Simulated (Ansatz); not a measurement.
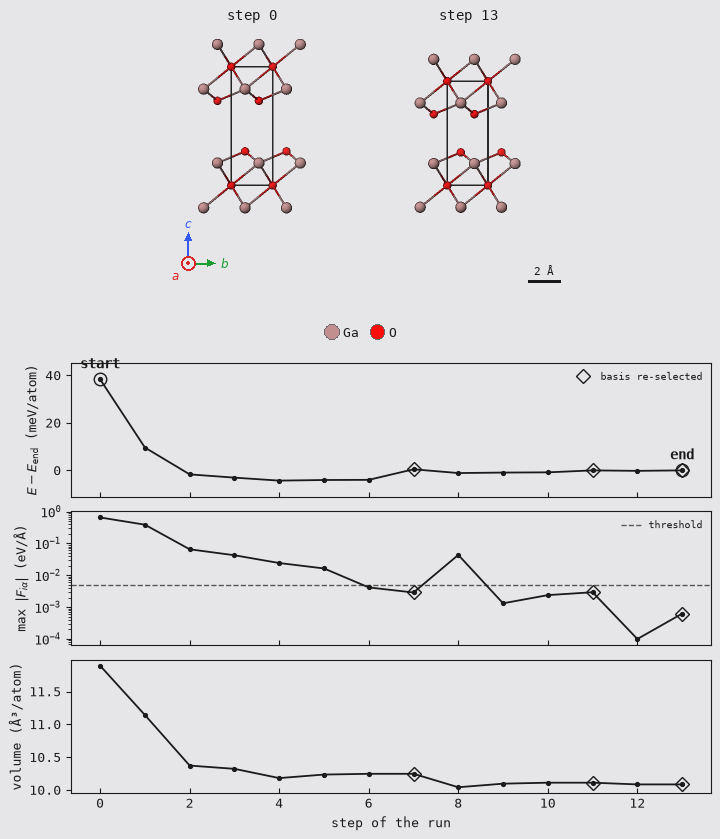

First and last geometry of a relaxation of a crystal of Ga₂O₃ (built on the A-type La2O3 type), with the history of the run. A ball-and-stick model of the cell of the calculation, seen along the a axis.

Method: Ansatz 0.2.0, DFT, LDA, plane waves, PAW. Set-up: plane-wave cutoff 420 eV; k-point mesh 12 × 12 × 4; occupations fermi dirac; smearing width 0.02 eV; no spin polarisation; cell and atoms relaxed; force threshold 0.005 eV/Å.

Q: Did the run converge, and what did it change?

A: It converged. After 10 accepted moves (13 points after the start) the energy has fallen by 38.3 meV per atom. Largest force component: 0.65 eV/Å at the start, 0.00063 eV/Å at the end. The pressure goes from −10.96 to −0.01 GPa. At 3 points the geometry stayed and the basis and grid were re-selected for the new cell (energy shift of 4.4 meV per atom at most each time). The largest moves relative to the cell, 0.20 Å, are those of O atoms. Largest moves by element: O 0.20 Å, Ga 0.14 Å. Cell: a = b 3.025 → 2.971 Å (−1.8 %), c 7.506 → 6.595 Å (−12.1 %). Volume −15.2 %. Among the contacts that change: Ga–O 2.248 → 2.202 Å, Ga–O 1.896 → 1.857 Å. The space group stays P-3m1 (No. 164). Cost: 26 s on 2 threads of AMD EPYC 7R13 Processor (Zen 3) (shared host), peak memory 0.61 GiB.
